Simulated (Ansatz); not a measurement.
**TaSi7: density, localisation and related maps**

Input

```
crystal:
  lattice:
    - [0.0, 4.7682535412, 4.7682535412]
    - [4.7682535412, 0.0, 4.7682535412]
    - [4.7682535412, 4.7682535412, 0.0]
  atoms:
    - { symbol: Ta, position: [0.0, 0.0, 0.0] }
    - { symbol: Si, position: [0.741622888, 0.258377112, 0.258377112] }
    - { symbol: Si, position: [0.258377112, 0.741622888, 0.741622888] }
    - { symbol: Si, position: [0.258377112, 0.741622888, 0.258377112] }
    - { symbol: Si, position: [0.741622888, 0.258377112, 0.741622888] }
    - { symbol: Si, position: [0.258377112, 0.258377112, 0.741622888] }
    - { symbol: Si, position: [0.741622888, 0.741622888, 0.258377112] }
    - { symbol: Si, position: [0.5, 0.5, 0.5] }
basis:
  ecutwfc: 420
kpoints:
  mp_grid: { grid: [8, 8, 8] }
  band_path:
    path:
      - [[0.0, 0.0, 0.0], [0.5, 0.0, 0.5], [0.625, 0.25, 0.625]]
      - [[0.375, 0.375, 0.75], [0.0, 0.0, 0.0], [0.5, 0.5, 0.5], [0.5, 0.25, 0.75], [0.5, 0.0, 0.5]]
    npoints: 14
hamiltonian:
  xc: pbe
scf:
  occupations: { method: gaussian, width: 0.1 }
  n_extra_bands: 20
output:
  forces: true
  stress: true
  eigenvalues: true
  populations: true
  dos: { projected: true, de: 0.02, nscf_kmesh: { grid: [10, 10, 10] } }
  bader: true
  write_density: true
  write_potential: true
  elf: true
  volumetric_format: npy
```

Command:

```sh
ansatz run input.yaml --threads 1 --pin off --max-ram 2048MiB --backend cpu --events-out ev --progress --plain --runs-dir out
```

Below, planes, directions and counts refer to the conventional cell (a = 9.54 Å, b = 9.54 Å, c = 9.54 Å, α = 90.00°, β = 90.00°, γ = 90.00°).

Space group Fm-3m; a structure generated by program, which may or may not match a known phase; computed without spin polarisation.

Theory: DFT PBE, scalar-relativistic, plane waves, PAW (Ansatz 0.2.0).

The density is the valence pseudo-density of a PAW calculation; it isn't the true density close to the nuclei.

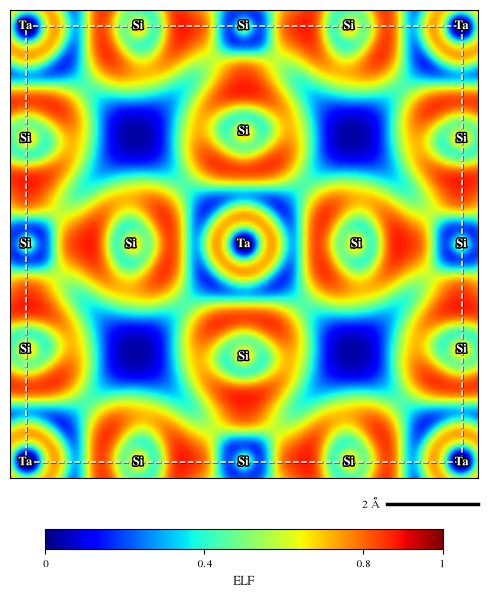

Figure 1. ELF on the (001) plane of the conventional cell.

Interpret the plot.

Answer. The section cuts through Ta and Si sites.
Si–Si (2.30 Å): the ELF peaks at about 0.90 between the atoms.
Ta–Si (2.46 Å): the ELF peaks at about 0.85 in the valence shell of Si, 0.8 Å from its nucleus, and is about 0.45 at the midpoint.
The features right at Ta lie inside the PAW spheres, where the map follows smoothed inner orbitals and isn't to be read closely.

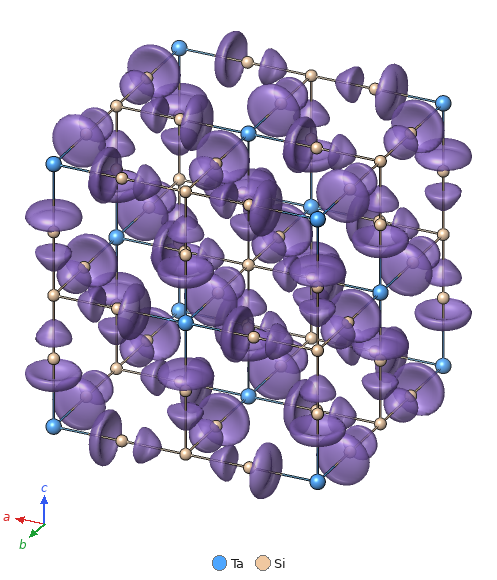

Figure 2. Isosurface of the ELF at 0.8 (purple), seen at an oblique angle. Only the valence region is drawn (cores and ρ < 0.01 e/Å³ removed). Sticks mark near contacts.

Describe the localisation domains.

Answer. At this value the surface marks out 24 regions between bonded Si–Si atoms and 24 lobes of the valence shell of Si pointing towards Ta (polar bonds), counted in one cell of 32 atoms. Any copies at cell faces, edges or corners count once.

What Bader charges does the calculation give?

Answer. Electrons move from Ta towards Si. Bader charges: Ta +0.51 and Si −0.21 to +0.76 e.

Does the calculation make it a metal, or give it a gap?

Answer. It is gapless in this calculation (a metal or semimetal).
